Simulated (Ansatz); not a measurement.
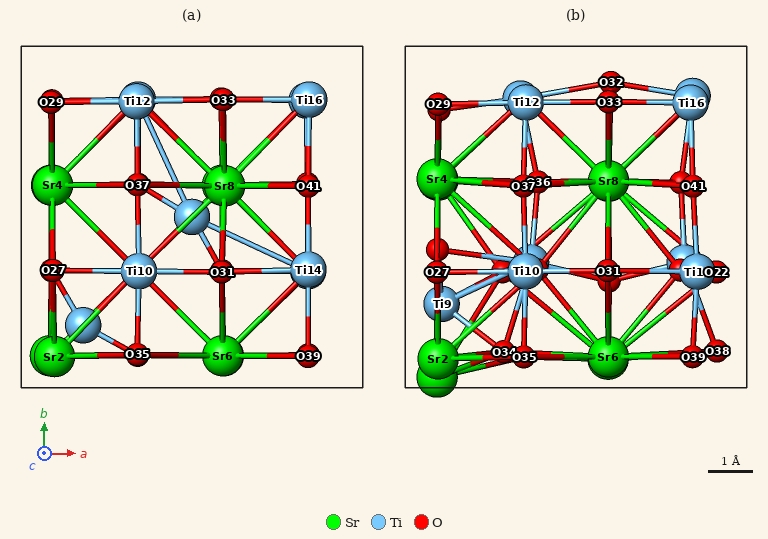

The structure of a defect cell of composition Sr$_{8}$Ti$_{9}$O$_{24}$ (cell charge +3) before (left) and after (right) a relaxation, at one scale.

The picture is a ball-and-stick view of the cell of the calculation (origin shifted), seen along the c axis.

The atoms of the start lie slightly off their symmetric places, so part of the fall in energy undoes that.

Theory: Ansatz, DFT, PBEsol, PAW, plane waves.

Input
```yaml
crystal:
  lattice:
    - [7.782821, 0.000000, 0.000000]
    - [0.000000, 7.782821, 0.000000]
    - [0.000000, 0.000000, 7.782821]
  atoms:
    - { symbol: Sr, position: [0.994626, 0.000734, 0.001746] }
    - { symbol: Sr, position: [0.006613, 0.998285, 0.500506] }
    - { symbol: Sr, position: [0.998192, 0.500827, 0.002963] }
    - { symbol: Sr, position: [0.001006, 0.500180, 0.499094] }
    - { symbol: Sr, position: [0.501729, 0.000491, 0.997668] }
    - { symbol: Sr, position: [0.499975, 0.000693, 0.504622] }
    - { symbol: Sr, position: [0.499130, 0.500700, 0.000060] }
    - { symbol: Sr, position: [0.505293, 0.498630, 0.496533] }
    - { symbol: Ti, position: [0.090688, 0.090033, 0.249939], spin: 0.125 }
    - { symbol: Ti, position: [0.254270, 0.248461, 0.751128] }
    - { symbol: Ti, position: [0.251045, 0.751287, 0.250037] }
    - { symbol: Ti, position: [0.247372, 0.746332, 0.752120] }
    - { symbol: Ti, position: [0.750063, 0.248717, 0.248956] }
    - { symbol: Ti, position: [0.750856, 0.253233, 0.745803] }
    - { symbol: Ti, position: [0.745505, 0.748595, 0.253389] }
    - { symbol: Ti, position: [0.753054, 0.751532, 0.746973] }
    - { symbol: Ti, position: [0.409631, 0.407460, 0.253477], spin: 0.125 }
    - { symbol: O, position: [0.250256, 0.250313, 0.002124], spin: 0.125 }
    - { symbol: O, position: [0.250032, 0.251622, 0.500043], spin: 0.125 }
    - { symbol: O, position: [0.252411, 0.752157, 0.999541] }
    - { symbol: O, position: [0.244797, 0.751726, 0.497858] }
    - { symbol: O, position: [0.753168, 0.246756, 0.997303] }
    - { symbol: O, position: [0.750248, 0.247976, 0.496884] }
    - { symbol: O, position: [0.746479, 0.750070, 0.999466] }
    - { symbol: O, position: [0.749724, 0.750191, 0.498443] }
    - { symbol: O, position: [0.997715, 0.250768, 0.249282], spin: 0.125 }
    - { symbol: O, position: [0.002219, 0.250686, 0.752152] }
    - { symbol: O, position: [0.998822, 0.747778, 0.248466] }
    - { symbol: O, position: [0.996294, 0.743674, 0.748860] }
    - { symbol: O, position: [0.497406, 0.249703, 0.251266], spin: 0.125 }
    - { symbol: O, position: [0.496269, 0.246008, 0.747673] }
    - { symbol: O, position: [0.495403, 0.753322, 0.248553] }
    - { symbol: O, position: [0.500894, 0.751511, 0.751704] }
    - { symbol: O, position: [0.250134, 0.001935, 0.252824], spin: 0.125 }
    - { symbol: O, position: [0.248978, 0.004392, 0.752903] }
    - { symbol: O, position: [0.251584, 0.503027, 0.250752], spin: 0.125 }
    - { symbol: O, position: [0.249876, 0.501558, 0.753375] }
    - { symbol: O, position: [0.750540, 0.003169, 0.253751] }
    - { symbol: O, position: [0.749768, 0.998603, 0.745304] }
    - { symbol: O, position: [0.748156, 0.504441, 0.250783] }
    - { symbol: O, position: [0.750714, 0.497828, 0.752024] }
  symmetry: { detect: false }
kpoints:
  mp_grid: { grid: [1, 1, 1], shift: [0.25, 0.25, 0.25] }
hamiltonian:
  xc: pbesol
total_charge: 3
magnetization:
  spin_polarized: true
scf:
  occupations: { method: fermi_dirac, width: 0.01 }
relax:
  f_tol: 0.03
  max_steps: 80
  escape_saddle: false
  adjacent_minimum: "off"
output:
  forces: true
  eigenvalues: true
  populations: true
  charged_corrections: { epsilon: 300 }
```

Launched with:
```bash
ansatz run in.yaml --threads 7 --pin off --max-ram 13300MiB --runs-dir r --events-out ev --progress --plain
```

Describe what moved and what it gained.

Answer. The largest move is that of Ti17, 1.47 Å roughly along [−1 −1 0]. By element the largest moves are Ti 1.47 Å, Sr 0.71 Å, O 0.68 Å. The cell doesn't change. Among the contacts that change: Ti9–O22 3.501 → 1.992 Å, Sr1–O26 2.738 → 4.121 Å, Ti17–O26 3.430 → 2.170 Å, Ti17–O34 3.391 → 2.138 Å. New bonds form, among them: Ti17–O18 (2.62 → 2.17 Å), Ti17–O19 (2.59 → 1.85 Å), Ti17–O26 (3.43 → 2.17 Å), Ti17–O34 (3.39 → 2.14 Å). Bonds break, among them: Sr1–O26 (2.74 → 4.12 Å). Bond angles that change, for instance: O30–Ti17–O36 150.2° → 96.7°, Sr3–O26–Ti9 128.2° → 77.9°, Sr4–O26–Ti9 127.2° → 177.2°. After 19 geometry steps the energy has fallen by 30.263 eV per cell of the calculation. The largest force component goes from 25 to 0.014 eV/Å. The program noted that the starting moments weren't kept. Cost: 3.2 min on 7 threads of Arm Neoverse-V2, peak memory 1.5 GiB.

Limits of the set-up: the periodic images lie only 7.8 Å apart, so the values are limited by the cell's size; the cell is charged, on a uniform background, and energies carry no finite-size correction.
